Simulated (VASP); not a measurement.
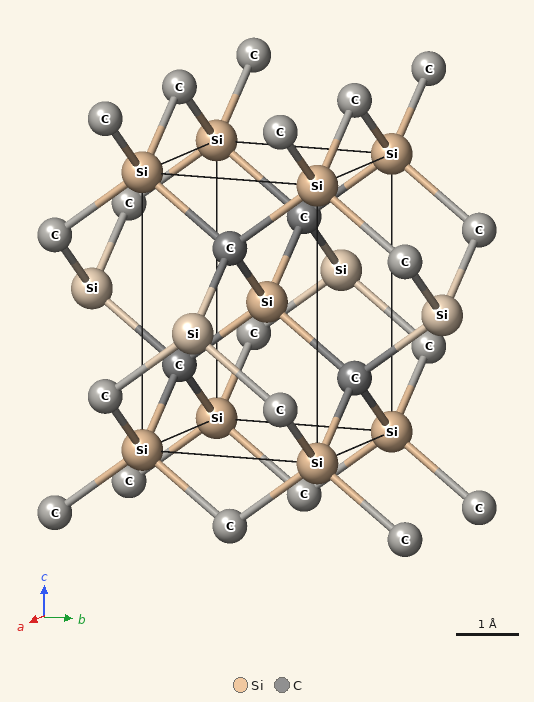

Fig. 1: The structure (ball-and-stick view of the cell 2 times as large as that of the calculation, set on its symmetry axes, seen slightly off an axis; neighbours outside the cell are drawn fainter). Near neighbours in the crystal (not all of them lie inside the picture): Si has 4 C at 1.92 Å; C has 4 Si at 1.92 Å.

## Run report: SiC, band-structure calculation

SiC (I-4m2, 2 atoms in the cell), computed with DFT, PBE, plane waves, PAW (VASP 6.6.1).

The structure was built on a prototype by a generator. The geometry comes from this level: r2SCAN (a point of a series of strains). It belongs to a series of runs on one base structure; here: uniaxial_z strain +5.0%.

### OSZICAR
```
N       E                     dE             d eps       ncg     rms          rms(c)
DAV:   1     0.385547135731E+01    0.38555E+01   -0.39129E+03  2311   0.610E+02
DAV:   2    -0.160997025371E+02   -0.19955E+02   -0.19193E+02  2850   0.110E+02
DAV:   3    -0.167401688397E+02   -0.64047E+00   -0.63926E+00  2748   0.163E+01
DAV:   4    -0.167428337584E+02   -0.26649E-02   -0.26648E-02  2600   0.133E+00
DAV:   5    -0.167428462612E+02   -0.12503E-04   -0.12503E-04  2776   0.858E-02    0.833E+00
DAV:   6    -0.150596140471E+02    0.16832E+01   -0.64104E+00  2496   0.111E+01    0.364E+00
DAV:   7    -0.150243834512E+02    0.35231E-01   -0.32904E-01  2694   0.332E+00    0.170E+00
DAV:   8    -0.150170277013E+02    0.73557E-02   -0.19549E-02  2574   0.928E-01    0.171E-01
DAV:   9    -0.150171115873E+02   -0.83886E-04   -0.17832E-03  2825   0.234E-01    0.110E-01
DAV:  10    -0.150172292157E+02   -0.11763E-03   -0.26689E-04  2543   0.975E-02    0.265E-02
DAV:  11    -0.150172317874E+02   -0.25717E-05   -0.49757E-05  2691   0.357E-02    0.702E-03
DAV:  12    -0.150172322629E+02   -0.47543E-06   -0.23585E-06  2628   0.905E-03    0.120E-03
DAV:  13    -0.150172322803E+02   -0.17436E-07   -0.13894E-07  2581   0.236E-03
   1 F= -.15017232E+02 E0= -.15017232E+02  d E =-.808418E-11
       N       E                     dE             ncg
DAV:   1     0.196378924495E+04   -0.18540E+04      162
DAV:   2     0.183199203220E+04   -0.13180E+03      191
DAV:   3     0.182874987885E+04   -0.32422E+01      204
DAV:   4     0.182873939982E+04   -0.10479E-01      178
DAV:   5     0.182873935269E+04   -0.47129E-04      204
DAV:   6     0.182873935236E+04   -0.32777E-06      189
DAV:   7     0.182873935236E+04   -0.28540E-08      204
```

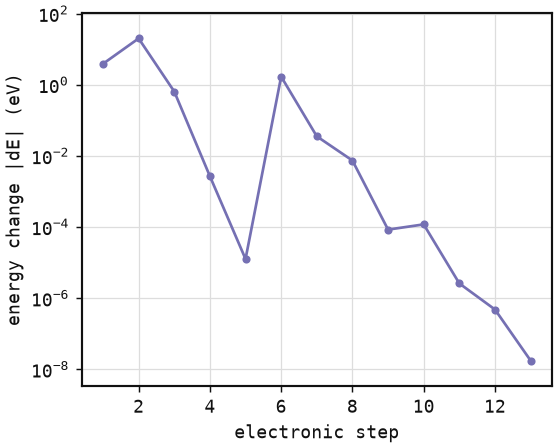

Fig. 2: Convergence of the self-consistent field: energy change |dE| against the electronic step. It takes 13 electronic steps. The density is held fixed in the first few steps, and dE rises again when its update begins.

### Parts of OUTCAR
```
k-points           NKPTS =    102   k-points in BZ     NKDIM =    102   number of bands    NBANDS=     11

   NELECT =       8.0000    total number of electrons

   dimension x,y,z NGX =    24 NGY =   24 NGZ =   24
   dimension x,y,z NGXF=    48 NGYF=   48 NGZF=   48

  energy-cutoff  :      520.00
  volume of cell :       21.70
      direct lattice vectors                 reciprocal lattice vectors
     0.000000000  2.178052345  2.286954962    -0.229562894  0.229562894  0.218631328
     2.178052345  0.000000000  2.286954962     0.229562894 -0.229562894  0.218631328
     2.178052345  2.178052345  0.000000000     0.229562894  0.229562894 -0.218631328

 k-points in reciprocal lattice and weights: KPOINTS created by Atomic Simulation Env
   0.00000000  0.00000000  0.00000000       0.001
   0.10000000  0.00000000  0.00000000       0.008
   0.20000000  0.00000000  0.00000000       0.008
   0.30000000  0.00000000  0.00000000       0.008
   0.40000000  0.00000000  0.00000000       0.008
   0.50000000  0.00000000  0.00000000       0.004
   0.10000000  0.10000000  0.00000000       0.002
   0.20000000  0.10000000  0.00000000       0.008
   0.30000000  0.10000000  0.00000000       0.008
   0.40000000  0.10000000  0.00000000       0.008
   0.50000000  0.10000000  0.00000000       0.008
  -0.40000000  0.10000000  0.00000000       0.008
  -0.30000000  0.10000000  0.00000000       0.008
  -0.20000000  0.10000000  0.00000000       0.008
  -0.10000000  0.10000000  0.00000000       0.004
   0.20000000  0.20000000  0.00000000       0.002
   0.30000000  0.20000000  0.00000000       0.008
   0.40000000  0.20000000  0.00000000       0.008
   0.50000000  0.20000000  0.00000000       0.008
  -0.40000000  0.20000000  0.00000000       0.008
  -0.30000000  0.20000000  0.00000000       0.008
  -0.20000000  0.20000000  0.00000000       0.004
   0.30000000  0.30000000  0.00000000       0.002
   0.40000000  0.30000000  0.00000000       0.008
   0.50000000  0.30000000  0.00000000       0.008
  -0.40000000  0.30000000  0.00000000       0.008
  -0.30000000  0.30000000  0.00000000       0.004
   0.40000000  0.40000000  0.00000000       0.002
   0.50000000  0.40000000  0.00000000       0.008
  -0.40000000  0.40000000  0.00000000       0.004
   0.50000000  0.50000000  0.00000000       0.001
   0.10000000  0.00000000  0.10000000       0.004
   0.20000000  0.00000000  0.10000000       0.016
   0.30000000 -0.00000000  0.10000000       0.016
   0.40000000  0.00000000  0.10000000       0.016
   0.50000000  0.00000000  0.10000000       0.016
  -0.40000000 -0.00000000  0.10000000       0.016
  -0.30000000 -0.00000000  0.10000000       0.016
  -0.20000000  0.00000000  0.10000000       0.016
  -0.10000000 -0.00000000  0.10000000       0.008
   0.30000000  0.20000000  0.10000000       0.008
   0.40000000  0.20000000  0.10000000       0.016
   0.50000000  0.20000000  0.10000000       0.016
  -0.40000000  0.20000000  0.10000000       0.016
  -0.30000000  0.20000000  0.10000000       0.016
  -0.20000000  0.20000000  0.10000000       0.016
  -0.10000000  0.20000000  0.10000000       0.008
   0.40000000  0.30000000  0.10000000       0.008
   0.50000000  0.30000000  0.10000000       0.016
  -0.40000000  0.30000000  0.10000000       0.016
  -0.30000000  0.30000000  0.10000000       0.016
  -0.20000000  0.30000000  0.10000000       0.008
   0.50000000  0.40000000  0.10000000       0.008
  -0.40000000  0.40000000  0.10000000       0.016
  -0.30000000  0.40000000  0.10000000       0.008
  -0.40000000  0.50000000  0.10000000       0.004
   0.20000000  0.00000000  0.20000000       0.004
   0.30000000 -0.00000000  0.20000000       0.016
   0.40000000  0.00000000  0.20000000       0.016
   0.50000000  0.00000000  0.20000000       0.016
  -0.40000000 -0.00000000  0.20000000       0.016
  -0.30000000  0.00000000  0.20000000       0.016
  -0.20000000 -0.00000000  0.20000000       0.008
   0.30000000  0.10000000  0.20000000       0.008
   0.40000000  0.10000000  0.20000000       0.016
   0.50000000  0.10000000  0.20000000       0.016
  -0.40000000  0.10000000  0.20000000       0.008
   0.50000000  0.30000000  0.20000000       0.008
  -0.40000000  0.30000000  0.20000000       0.016
  -0.30000000  0.30000000  0.20000000       0.016
  -0.20000000  0.30000000  0.20000000       0.016
  -0.10000000  0.30000000  0.20000000       0.008
  -0.40000000  0.40000000  0.20000000       0.008
  -0.30000000  0.40000000  0.20000000       0.016
  -0.20000000  0.40000000  0.20000000       0.008
  -0.30000000  0.50000000  0.20000000       0.004
   0.30000000  0.00000000  0.30000000       0.004
   0.40000000  0.00000000  0.30000000       0.016
   0.50000000  0.00000000  0.30000000       0.016
  -0.40000000  0.00000000  0.30000000       0.016
  -0.30000000  0.00000000  0.30000000       0.008
   0.40000000  0.10000000  0.30000000       0.008
   0.50000000  0.10000000  0.30000000       0.016
  -0.40000000  0.10000000  0.30000000       0.016
  -0.30000000  0.10000000  0.30000000       0.016
  -0.20000000  0.10000000  0.30000000       0.008
  -0.30000000  0.40000000  0.30000000       0.008
  -0.20000000  0.40000000  0.30000000       0.016
  -0.10000000  0.40000000  0.30000000       0.008
  -0.20000000  0.50000000  0.30000000       0.004
   0.40000000  0.00000000  0.40000000       0.004
   0.50000000 -0.00000000  0.40000000       0.016
  -0.40000000 -0.00000000  0.40000000       0.008
   0.50000000  0.10000000  0.40000000       0.008
  -0.40000000  0.10000000  0.40000000       0.016
  -0.30000000  0.10000000  0.40000000       0.008
  -0.40000000  0.20000000  0.40000000       0.008
  -0.30000000  0.20000000  0.40000000       0.008
  -0.10000000  0.50000000  0.40000000       0.004
   0.50000000  0.00000000  0.50000000       0.002
  -0.40000000  0.10000000  0.50000000       0.004
  -0.30000000  0.20000000  0.50000000       0.004

 E-fermi :   8.0983

 k-point     1 :       0.0000    0.0000    0.0000
  band No.  band energies     occupation
      1      -7.4489      2.00000
      2       7.3558      2.00000
      3       7.7098      2.00000
      4       7.7098      2.00000
      5      13.2445      0.00000
      6      14.5376      0.00000
      7      14.5376      0.00000
      8      14.6631      0.00000
      9      21.0217      0.00000
     10      22.5434      0.00000
     11      23.3417      0.00000

 k-point     2 :       0.1000    0.0000    0.0000
  band No.  band energies     occupation
      1      -7.2606      2.00000
      2       6.5621      2.00000
      3       7.3459      2.00000
      4       7.5982      2.00000
      5      13.5672      0.00000
      6      14.6388      0.00000
      7      14.7901      0.00000
      8      14.9840      0.00000
      9      20.2552      0.00000
     10      21.4967      0.00000
     11      23.4595      0.00000

 k-point     3 :       0.2000    0.0000    0.0000
  band No.  band energies     occupation
      1      -6.7045      2.00000
      2       4.5102      2.00000
      3       6.9692      2.00000
      4       7.3429      2.00000
      5      13.2970      0.00000
      6      15.0681      0.00000
      7      15.2614      0.00000
      8      15.9776      0.00000
      9      19.9135      0.00000
     10      20.5875      0.00000
     11      22.7484      0.00000

 k-point     4 :       0.3000    0.0000    0.0000
  band No.  band energies     occupation
      1      -5.8172      2.00000
      2       2.2704      2.00000
      3       6.5996      2.00000
      4       7.0826      2.00000
      5      12.8324      0.00000
      6      14.9321      0.00000
      7      15.3541      0.00000
      8      16.9894      0.00000
      9      20.9138      0.00000
     10      21.0129      0.00000
     11      22.4620      0.00000

 k-point     5 :       0.4000    0.0000    0.0000
  band No.  band energies     occupation
      1      -4.7285      2.00000
      2       0.2955      2.00000
      3       6.3429      2.00000
      4       6.9047      2.00000
      5      12.5042      0.00000
      6      14.6297      0.00000
      7      15.1064      0.00000
      8      17.3678      0.00000
      9      22.4304      0.00000
     10      22.6283      0.00000
     11      23.4248      0.00000

 [... the levels of 96 k-points are left out ...]

 k-point   102 :      -0.3000    0.2000    0.5000
  band No.  band energies     occupation
      1      -2.3753      2.00000
      2       0.6751      2.00000
      3       3.0295      2.00000
      4       3.1796      2.00000
      5      11.8274      0.00000
      6      14.8668      0.00000
      7      16.4396      0.00000
      8      17.8547      0.00000
      9      21.8832      0.00000
     10      25.1968      0.00000
     11      28.4829      0.00000

  Total       -0.2863721     -0.2863721     -2.1338027      0.0000000      0.0000000      0.0000000
  in kB      -21.1454547    -21.1454547   -157.5580517      0.0000000      0.0000000      0.0000000
  external PRESSURE =     -66.6163203 kB  Pullay stress =       0.0000000 kB

 POSITION                                       TOTAL-FORCE (eV/Angst)
 -----------------------------------------------------------------------------------
      0.00000      0.00000      0.00000         0.000000      0.000000      0.000000
      1.08903      1.08903      1.14348        -0.000000     -0.000000      0.000000
 -----------------------------------------------------------------------------------
    total drift:                               -0.000000     -0.000000      0.000000

  FREE ENERGIE OF THE ION-ELECTRON SYSTEM (eV)
  ---------------------------------------------------
  free  energy   TOTEN  =       -15.0172322803 eV

  energy  without entropy=      -15.0172322803  energy(sigma->0) =      -15.01723228
```

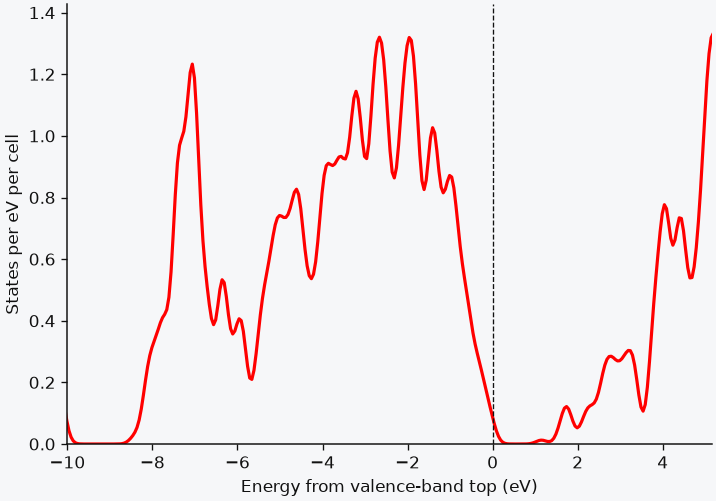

Fig. 3: Density of states (the curve is built from the levels of the k mesh with Gaussians 0.3 eV wide, which also blur the band edges), with energies from the valence-band top. There is a gap of 1.15 eV on the k-point mesh. Small ripples come from the finite k-point mesh.

This output came from the following input.

### INCAR
```
ENCUT = 520.000000
SIGMA = 0.020000
EDIFF = 1.00e-07
GGA = PE
PREC = Accurate
IBRION = -1
ISIF = 2
ISMEAR = -1
NBANDS = 11
NELM = 120
NSW = 0
LASPH = .TRUE.
LCHARG = .TRUE.
LELF = .TRUE.
LWAVE = .FALSE.
LREAL = .FALSE.
```

### KPOINTS
```
KPOINTS created by Atomic Simulation Environment
0
Gamma
10 10 10
0 0 0
```

### KPOINTS_OPT
```
special points
7
Reciprocal
0.0000000000 0.0000000000 0.0000000000 1
-0.5000000000 -0.5000000000 0.0000000000 1
-0.3750000000 -0.3750000000 0.2500000000 1
-0.3750000000 0.0000000000 0.3750000000 1
0.0000000000 0.0000000000 0.5000000000 1
-0.5000000000 -0.2500000000 0.2500000000 1
0.0000000000 0.5000000000 0.5000000000 1
```

### POSCAR
```
Si C
 1.0000000000000000
     0.0000000000000000    2.1780523449999998    2.2869549621999998
     2.1780523449999998    0.0000000000000000    2.2869549621999998
     2.1780523449999998    2.1780523449999998    0.0000000000000000
 Si  C
   1   1
Cartesian
  0.0000000000000000  0.0000000000000000  0.0000000000000000
  1.0890261724999997  1.0890261724999997  1.1434774810999999
```

Launched with:
```bash
mpirun -np 1 vasp_std
```

### Results in brief

| quantity | value |
| --- | --- |
| outcome | converged |
| space group (tolerance 0.01 Å) | I-4m2 (119) |
| electrons treated | 8 |
| free energy | −15.0172 eV |
| Fermi energy | 8.098 eV |
| band gap | 1.15 eV |
| pressure | −6.66 GPa |
| largest force (length of the vector) | under 0.001 eV/Å |
| hardware | 1 CPU thread, shared host |
| wall time | 13 s |
| peak memory | 0.15 GiB |
